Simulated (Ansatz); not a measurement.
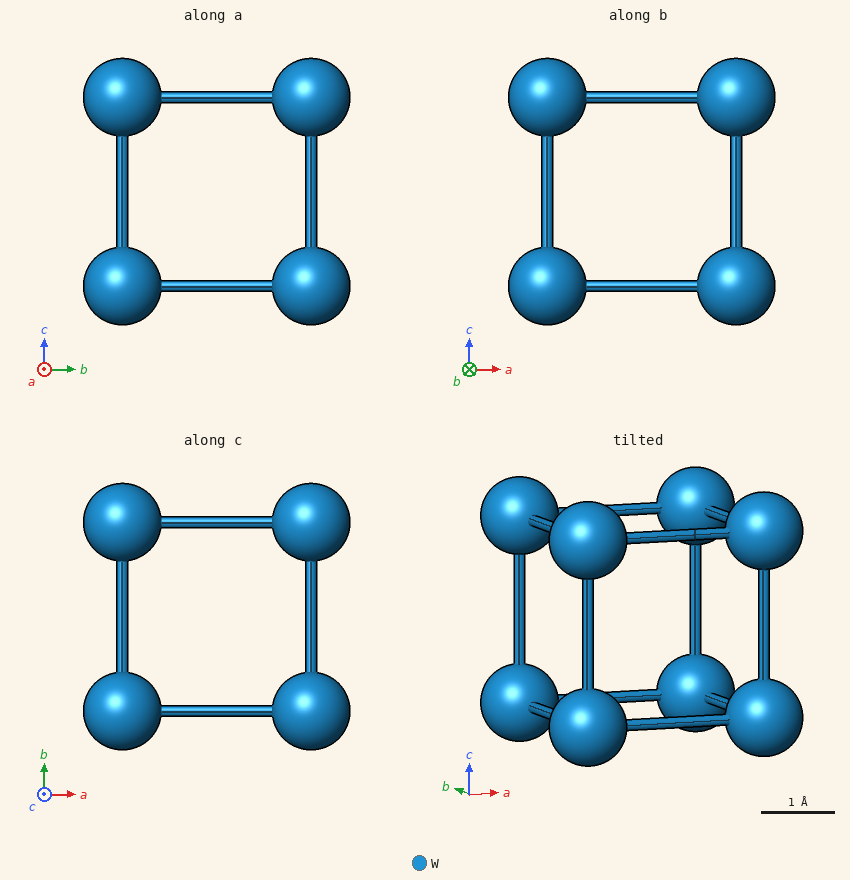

Crystal structure, ball-and-stick style, seen along the a axis, along the b axis, along the c axis and slightly off an axis. The wireframe shows the conventional unit cell.

Lattice parameters: a = 2.602 Å, b = 2.602 Å, c = 2.602 Å, α = 90.00°, β = 90.00°, γ = 90.00°. Put a along x and b in the xy plane.

### Convert the drawing into a POSCAR file.

```
W
1.0
     2.602    0.000    0.000
     0.000    2.602    0.000
     0.000    0.000    2.602
W
1
Direct
  0.0000 0.0000 0.0000
```

The structure comes from a structure type filled with this element by a generator (whether the element takes this form wasn't checked). Earlier steps of the study may have refined or changed the cell and positions. Ansatz was used for an electronic-structure calculation on it.

At this level of theory the cell isn't at rest (compressed, at 10 GPa), so its distances can differ from those at equilibrium, the more so the softer the solid.
